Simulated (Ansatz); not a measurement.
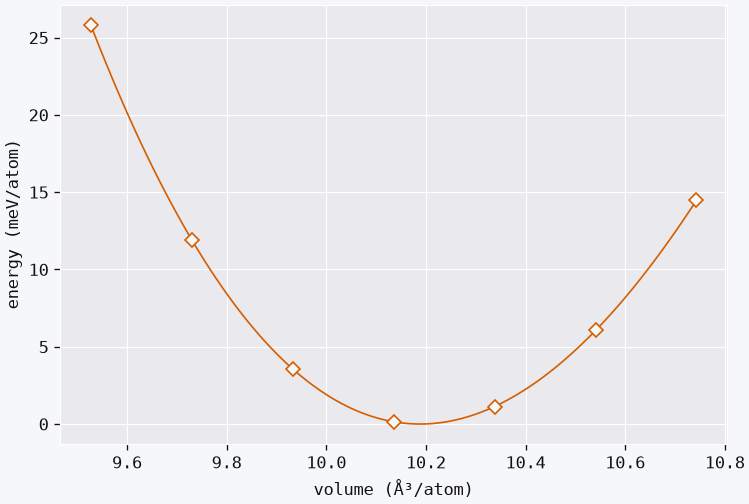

The figure shows the energy against volume for CuO, space group C2/c (No. 15).

Cell as given: a = 2.900 Å, b = 2.900 Å, c = 5.129 Å, α = 97.69°, β = 97.69°, γ = 72.31°; 4 atoms.

Computed with Ansatz 0.2.0: plane-wave DFT, no spin polarisation; energies at scaled volumes of the given cell, shape and fractions fixed, counted from the fit's minimum, third-order Birch-Murnaghan fit. Level: revPBE with D3(BJ).

k mesh 10×10×5; occupations Fermi–Dirac; smearing width 0.05 eV; potentials Ansatz PAW; wave cutoff 420 eV; density cutoff 1680 eV.

Question: Give the fitted equation-of-state parameters.

Answer: A third-order Birch–Murnaghan fit gives V0 = 10.19 Å³/atom, B0 = 170 GPa and B′ = 4.7.

Keep in mind: the functional was run on potentials made for another functional; shape and atomic fractions are frozen while scaling, which makes layered, chain and framework solids too stiff.
